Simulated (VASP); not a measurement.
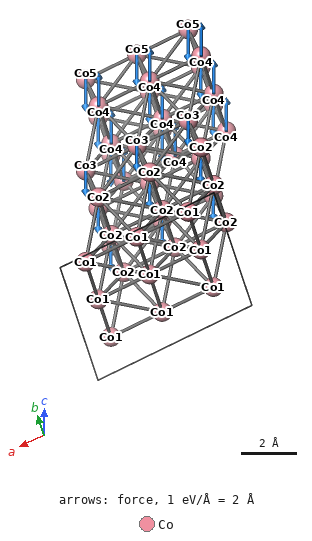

Starting geometry of a slab of composition Co with the computed forces as blue arrows. The picture is a ball-and-stick view of the 3 × 3 repeat of the cell, outlined in the plane, without the vacuum, seen from a free direction.

The run lets the atoms move in a fixed cell. 2 atoms are held fixed.

Theory: VASP, Kohn-Sham DFT of a periodic cell, PBE with TS, VASP PAW PBE potentials, recommended.

Input file:
```
SYSTEM = Co
PREC = Accurate
ENCUT = 520
EDIFF = 1E-6
ISMEAR = -1
SIGMA = 0.05
LREAL = .False.
LASPH = .True.
NELM = 150
ALGO = Normal
ISIF = 2
LWAVE = .False.
LCHARG = .False.
ISPIN = 2
MAGMOM = 2 2 2 2 2
LORBIT = 11
LMAXMIX = 4
LDIPOL = .True.
IDIPOL = 3
DIPOL = 0.5 0.5 0.499
GGA = PE
IVDW = 2
IBRION = 2
NSW = 60
EDIFFG = -0.005
```

Command:
```bash
cat potpaw_PBE.64/Co/POTCAR > POTCAR
mpirun -np 1 vasp_std > vasp.out
```

What follows when this structure is relaxed?

Answer. It isn't relaxed: the largest force vector, on Co4, is 0.76 eV/Å. The final displacements follow the starting forces only in part (cosine between the two patterns 0.53). After 22 geometry steps the energy has fallen by 0.108 eV per cell of the calculation. The largest force component goes from 0.76 to 0.061 eV/Å. The largest move is that of Co5, 0.26 Å along the normal (−c). The cell doesn't change. Near-neighbour distances that change, for instance: Co4–Co5 2.554 → 2.416 Å, Co2–Co3 2.554 → 2.451 Å, Co3–Co4 2.423 → 2.452 Å.
